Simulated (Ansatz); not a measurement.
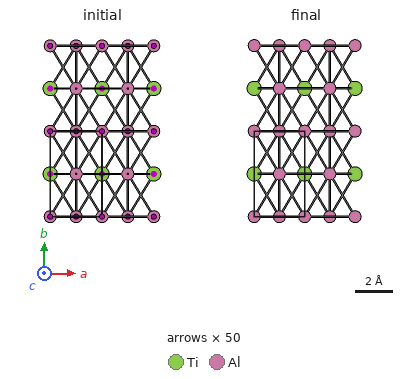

The structure of crystalline TiAl$_{3}$ (set up in Pmm2) before (left) and after (right) a relaxation, at one scale. The purple arrows give the displacements (the part carried along by the change of the cell is left out), 50 times their true length.

The picture is a ball-and-stick view of the cell of the calculation, repeated 2 × 2 × 1 with one cell outlined, seen along the c axis.

The run lets cell and atoms move.

Computed with Kohn-Sham DFT of a periodic cell, PBEsol, Ansatz PAW (Ansatz 0.2.0).

Input
```yaml
crystal:
  lattice:
    - [2.839677, 0.0, 0.0]
    - [0.0, 4.681264, 0.0]
    - [0.0, 0.0, 4.900742]
  atoms:
    - { symbol: Ti, position: [0.0, 0.5, 0.165916] }
    - { symbol: Al, position: [0.0, 0.0, 0.8359] }
    - { symbol: Al, position: [0.5, 0.0, 0.330912] }
    - { symbol: Al, position: [0.5, 0.5, 0.667271] }
hamiltonian:
  xc: pbesol
  pseudopotentials: { kind: paw }
kpoints:
  mp_grid: { grid: [9, 6, 6] }
scf:
  occupations: { method: fermi_dirac, width: 0.05 }
output:
  forces: true
  stress: true
  eigenvalues: true
relax:
  f_tol: 0.01
  max_steps: 40
  cell: { stress_tol: 0.05 }
```

Launched with:
```bash
ansatz run input.yaml --threads 2 --pin off --max-ram 5632MiB --backend cpu --events-out ev --progress --plain --runs-dir out
```

### Describe what moved and what it gained.

The energy falls by 25.2 meV per cell of the calculation in 3 accepted moves (4 points after the start). The largest force component goes from 0.049 to 0.0018 eV/Å. Pressure: −2.41 GPa at the start and −0.01 GPa at the end. At 1 point the geometry stayed and the basis and grid were re-selected for the new cell (energy shift of 0.4 meV per cell of the calculation at most each time). The largest move relative to the cell is that of an Al atom, 0.022 Å along +c. Largest moves by element: Al 0.022 Å, Ti 0.016 Å. Cell: a 2.840 → 2.765 Å (−2.6 %), b 4.681 → 4.688 Å (+0.1 %), c 4.901 → 4.906 Å (+0.1 %). Volume −2.4 %. Some distances before and after: Al–Al 2.840 → 2.765 Å, Ti–Ti 2.840 → 2.765 Å, Al–Al 2.811 → 2.788 Å, Al–Ti 2.838 → 2.817 Å. The space group stays Pmm2 (No. 25). The run took 15 s on 2 threads of Intel(R) Xeon(R) Platinum 8375C CPU @ 2.90GHz (Ice Lake), with other jobs on the host, peak memory 0.49 GiB.
